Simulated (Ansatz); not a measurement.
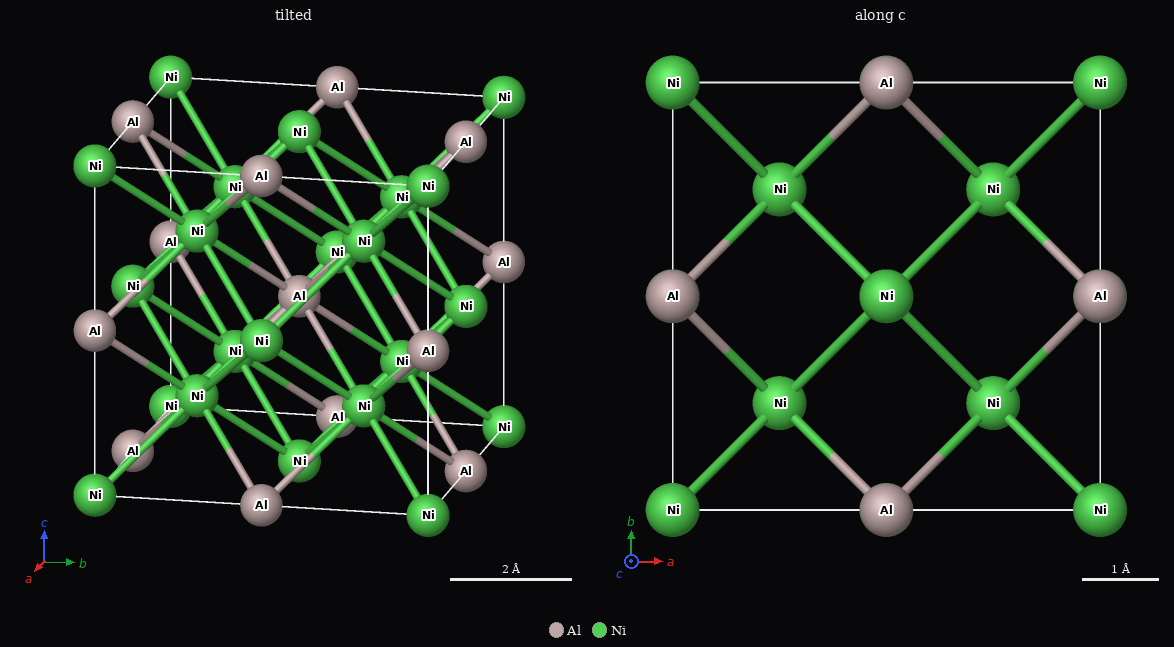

The image is a ball-and-stick drawing of a crystal, viewed slightly off an axis and along the c axis. The frame is the conventional unit cell; atoms at its boundary are shown with their periodic copies. Cell: a = 5.67 Å, b = 5.67 Å, c = 5.67 Å, α = 90.00°, β = 90.00°, γ = 90.00°.

Its origin is a structure listed in the Materials Project. Earlier steps of the study may have refined or changed the cell and positions. It went into a calculation with Ansatz.

Question: Describe the crystal.

Answer: The structure is one of AlNi3. The symmetry is that of Fm-3m (No. 225), on a face-centred cubic lattice. The prototype is D0₃ (BiF₃ or Fe₃Al type). The cell has 16 atoms, namely 4 Al, 12 Ni. Each Al has eight Ni in a cubic arrangement at about 2.5 Å. Ni takes two kinds of site: 8c with four Al and four Ni in a cubic arrangement (about 2.5 Å to Al, 2.5 Å to Ni); 4a with eight Ni in a cubic arrangement at about 2.5 Å. The bonds build a three-dimensional framework.

The numbers come from DFT LDA, scalar-relativistic, plane waves, PAW in Ansatz, using a kinetic-energy cutoff of 420 eV, k-points about 0.14 Å⁻¹ apart, Gaussian smearing of 0.1 eV, no spin polarisation (a spin-restricted run, not always the ground state).

Question: What is the electronic character?

Answer: A metal: bands cross the Fermi level.

Question: What charge does Bader's analysis assign to each element?

Answer: Al +1.68 e; Ni -0.74 to -0.21 e.

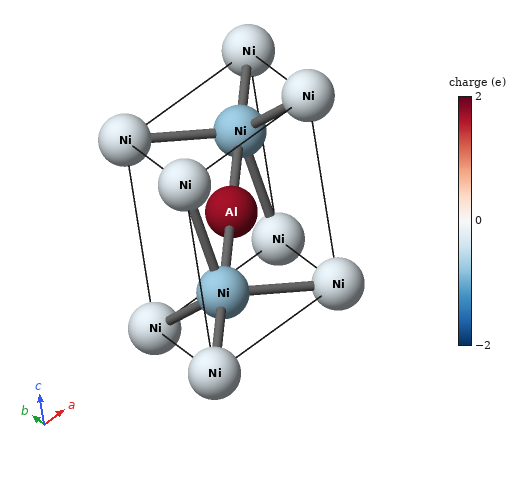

The atoms coloured by those charges. The run's cell of 4 atoms is drawn, so axes and origin can differ from the first picture.

Question: Are forces and stress small enough to call this relaxed?

Answer: No. All forces vanish to within 0.01 eV/Å. The pressure is -13.5 GPa, so the cell would contract.
